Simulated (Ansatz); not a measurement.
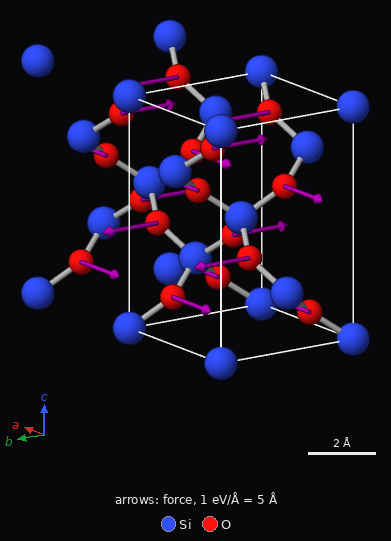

Starting geometry of crystalline SiO₂ (set up in I-42d) with the computed forces as purple arrows. Style: ball-and-stick. Shown: the conventional cell (2 times the calculation's cell), repeated 2 × 1 × 1 with one cell outlined, from a free direction. Lengths and directions refer to the drawn axes.

Method: Ansatz 0.2.0, DFT PBE, scalar-relativistic, plane waves, PAW.

Input
```yaml
crystal:
  lattice:
    - [-2.4190322059, 2.4190322059, 3.6254661007]
    - [2.4190322059, -2.4190322059, 3.6254661007]
    - [2.4190322059, 2.4190322059, -3.6254661007]
  atoms:
    - { symbol: Si, position: [0.0, 0.0, 0.0] }
    - { symbol: Si, position: [0.75, 0.25, 0.5] }
    - { symbol: O, position: [0.9883498847, 0.625, 0.8633498847] }
    - { symbol: O, position: [0.375, 0.2383498847, 0.3633498847] }
    - { symbol: O, position: [0.7616501153, 0.125, 0.1366501153] }
    - { symbol: O, position: [0.875, 0.0116501153, 0.6366501153] }
basis:
  ecutwfc: 420
kpoints:
  mp_grid: { grid: [6, 6, 6] }
hamiltonian:
  xc: pbe
scf:
  occupations: { method: gaussian, width: 0.02 }
output:
  forces: true
  stress: true
  eigenvalues: true
relax:
  adjacent_minimum: "off"
  f_tol: 0.01
  max_steps: 30
  cell: { stress_tol: 0.1, fix: [volume] }
```

Run as
```bash
ansatz run input.yaml --threads 1 --pin off --max-ram 2560MiB --backend cpu --events-out ev --progress --plain --runs-dir out
```

### What follows when this structure is relaxed?

It isn't relaxed: the largest force vector, on O atoms, is 0.41 eV/Å. The atoms end up moving mostly along the starting forces (cosine between the two patterns 1.00). After 3 accepted moves (4 points after the start) the energy has fallen by 6.9 meV per atom. The largest force component goes from 0.41 to 0.004 eV/Å. The pressure goes from 7.32 to 2.57 GPa. At 1 point the geometry stayed and the basis and grid were re-selected for the new cell (energy shift of 0.1 meV per atom at most each time). The largest moves relative to the cell, 0.049 Å, are those of O3, O4, O5 and O6. O6 goes along −a. Si stays in place. The drawn cell changes at constant volume: a = b 4.838 → 4.816 Å (−0.5 %), c 7.251 → 7.319 Å (+0.9 %). Among the contacts that change: Si1–O3 1.608 → 1.625 Å. Bond angles that change, for instance: Si1–O6–Si2 140.1° → 137.0°. The space group stays I-42d (No. 122).
